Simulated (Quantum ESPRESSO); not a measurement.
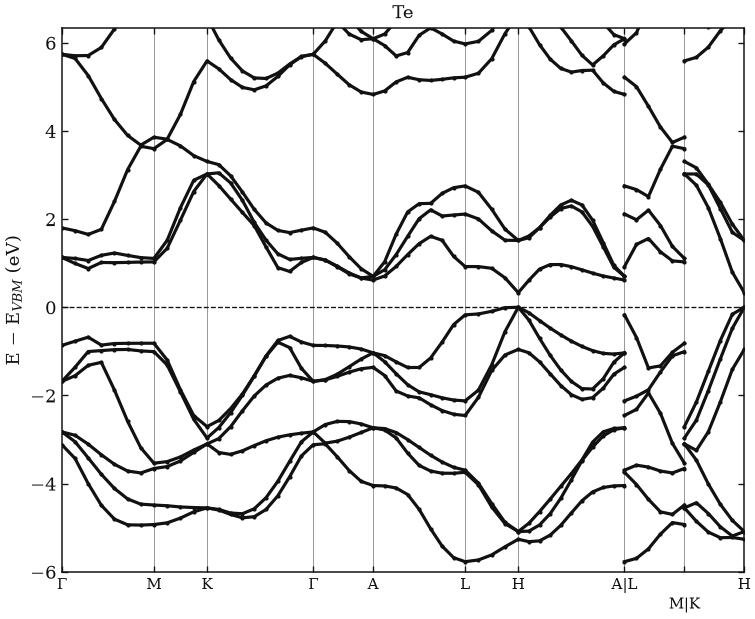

Band structure. Energies are counted from the top of the valence band.

Calculation on Te, space group P3_121, 3 atoms in the cell; a = 4.454 Å, c = 5.924 Å (hexagonal axes).

Quantum ESPRESSO; r2SCAN, SG15 PBE 1.2, no spin polarisation, no spin-orbit coupling, 6×6×4 k mesh, 952 eV cutoff.

Q: Read off the fundamental gap and say whether it is direct.

A: A semiconductor. The gap along this path is 0.33 eV and direct: both edges lie at H.

Q: What are the direct gaps at M, Γ and L?

A: The direct gaps are 1.84 eV at M, 1.99 eV at Γ and 1.10 eV at L.

Q: How much do the top valence band and the lowest conduction band disperse along the path?

A: The top valence band spans 2.7 eV and the lowest conduction band 2.7 eV.

The potentials were made for another functional. Spin-orbit coupling is left out, which matters for Te. LDA, GGA and most meta-GGA functionals understate gaps.
